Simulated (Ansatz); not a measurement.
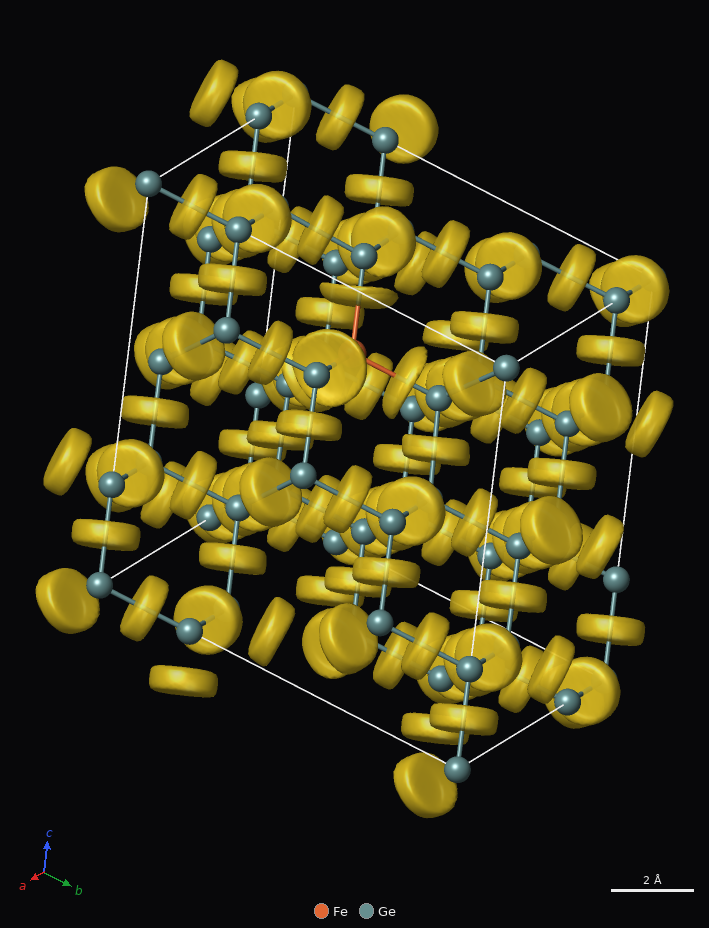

The picture shows: FeGe31 (cell with a defect). Isosurface of the electron localisation function at 0.55 (yellow), seen slightly off an axis. Only the valence region is drawn (cores and ρ < 0.01 e/Å³ removed). Sticks mark near contacts.

Spin-polarised.

Method: DFT PBE, scalar-relativistic, plane waves, PAW in Ansatz.

Input

```
crystal:
  lattice:
    - [-5.7610728601, -5.7610728601, 5.7610728601]
    - [5.7610728601, 5.7610728601, 5.7610728601]
    - [-5.7610728601, 5.7610728601, -5.7610728601]
  atoms:
    - { symbol: Fe, position: [0.75, 0.5, 0.75], spin: 4.0 }
    - { symbol: Ge, position: [0.0, 0.5, 0.5] }
    - { symbol: Ge, position: [0.75, 0.75, 0.5] }
    - { symbol: Ge, position: [0.25, 0.5, 0.25] }
    - { symbol: Ge, position: [0.0, 0.75, 0.25] }
    - { symbol: Ge, position: [0.75, 0.0, 0.25] }
    - { symbol: Ge, position: [0.5, 0.5, 0.0] }
    - { symbol: Ge, position: [0.25, 0.75, 0.0] }
    - { symbol: Ge, position: [0.0, 0.0, 0.0] }
    - { symbol: Ge, position: [0.75, 0.25, 0.0] }
    - { symbol: Ge, position: [0.5, 0.75, 0.75] }
    - { symbol: Ge, position: [0.25, 0.0, 0.75] }
    - { symbol: Ge, position: [0.0, 0.25, 0.75] }
    - { symbol: Ge, position: [0.5, 0.0, 0.5] }
    - { symbol: Ge, position: [0.25, 0.25, 0.5] }
    - { symbol: Ge, position: [0.5, 0.25, 0.25] }
    - { symbol: Ge, position: [0.0, 0.25, 0.0] }
    - { symbol: Ge, position: [0.25, 0.25, 0.75] }
    - { symbol: Ge, position: [0.0, 0.5, 0.75] }
    - { symbol: Ge, position: [0.5, 0.25, 0.5] }
    - { symbol: Ge, position: [0.25, 0.5, 0.5] }
    - { symbol: Ge, position: [0.0, 0.75, 0.5] }
    - { symbol: Ge, position: [0.75, 0.25, 0.25] }
    - { symbol: Ge, position: [0.5, 0.5, 0.25] }
    - { symbol: Ge, position: [0.25, 0.75, 0.25] }
    - { symbol: Ge, position: [0.0, 0.0, 0.25] }
    - { symbol: Ge, position: [0.75, 0.5, 0.0] }
    - { symbol: Ge, position: [0.5, 0.75, 0.0] }
    - { symbol: Ge, position: [0.25, 0.0, 0.0] }
    - { symbol: Ge, position: [0.75, 0.75, 0.75] }
    - { symbol: Ge, position: [0.5, 0.0, 0.75] }
    - { symbol: Ge, position: [0.75, 0.0, 0.5] }
basis:
  ecutwfc: 420
  xc_grid: 2
kpoints:
  mp_grid: { grid: [3, 3, 3], shift: [0.0, 0.0, 0.0] }
hamiltonian:
  xc: pbe
scf:
  occupations: { method: gaussian, width: 0.1 }
output:
  forces: true
  stress: false
  eigenvalues: true
  populations: true
  write_density: true
  write_potential: true
  elf: true
  volumetric_format: npy
magnetization:
  spin_polarized: true
relax:
  adjacent_minimum: "off"
  f_tol: 0.025
  max_steps: 60
```

Launched as:

```sh
ansatz run input.yaml --threads 8 --pin off --max-ram 22528MiB --backend cpu --events-out ev --progress --plain --runs-dir out
```

The fields are those of the relaxed geometry.

Where are the electrons localised?

The ELF exceeds this value in four regions between bonded Fe–Ge atoms and 60 regions between bonded Ge–Ge atoms, counted in one cell of 32 atoms. Any copies at cell faces, edges or corners count once. Along the contacts the grid gives the following. Fe–Ge (2.42 Å): the ELF peaks at about 0.65 between the atoms. Ge–Ge (2.50 Å): the ELF peaks at about 0.80 between the atoms.

Metal or insulator at this level of theory?

It is metallic or semimetallic at this level of theory: no gap opens.
